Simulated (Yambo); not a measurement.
System: zincblende BP, space group F-43m, 2 atoms in the primitive cell; cubic a = 4.538 Å. Starting point: LDA, PseudoDojo 0.4.1 SR LDA standard, no spin polarisation, no spin-orbit coupling, 6×6×6 k mesh, 1034 eV cutoff, fixed occupations (Yambo 5.3.0). Many-body step: HF with cutoff of exchange and Vxc 76 Ry.

In LDA the smallest gap over these k points is 1.32 eV, with direct gaps of 3.39 eV at Γ and 5.42 eV at X.

Q: What does HF give?

A: Over the k points that were corrected, the smallest gap goes from 1.32 eV in LDA (Γ to X) to 7.39 eV in HF (Γ to X), a change of +6.07 eV (+460 %). Counted from the valence top, the lowest empty level moves by +6.40 eV at Γ and +6.07 eV at X: a spread of 0.33 eV on a mean of 6.23 eV, so one scissor shift describes this level well. Only two empty levels a point were corrected, so a higher one could drop under them. The top filled level also moves against the valence top, by −1.74 eV at X.

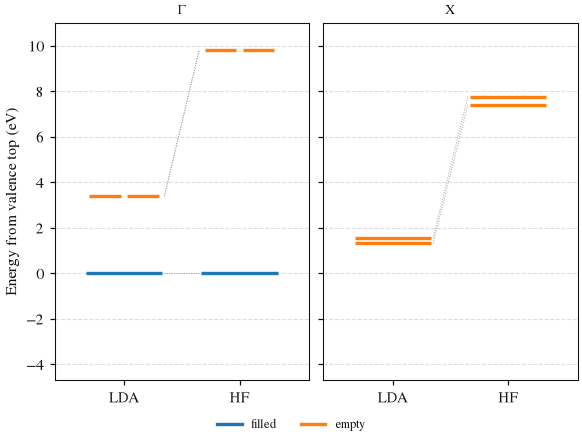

Levels at Γ and X in LDA and in HF, each set counted from its own valence top. Only the states that were corrected are drawn, so degenerate partners can be missing.

| k point | LDA direct gap (eV) | HF direct gap (eV) |
| --- | --- | --- |
| Γ | 3.39 | 9.79 |
| X | 5.42 | 13.23 |

Hartree-Fock has no screening and overstates gaps by far. This k mesh misses the band edges, so its gaps are larger than the crystal's. The k mesh is thin for exact exchange.
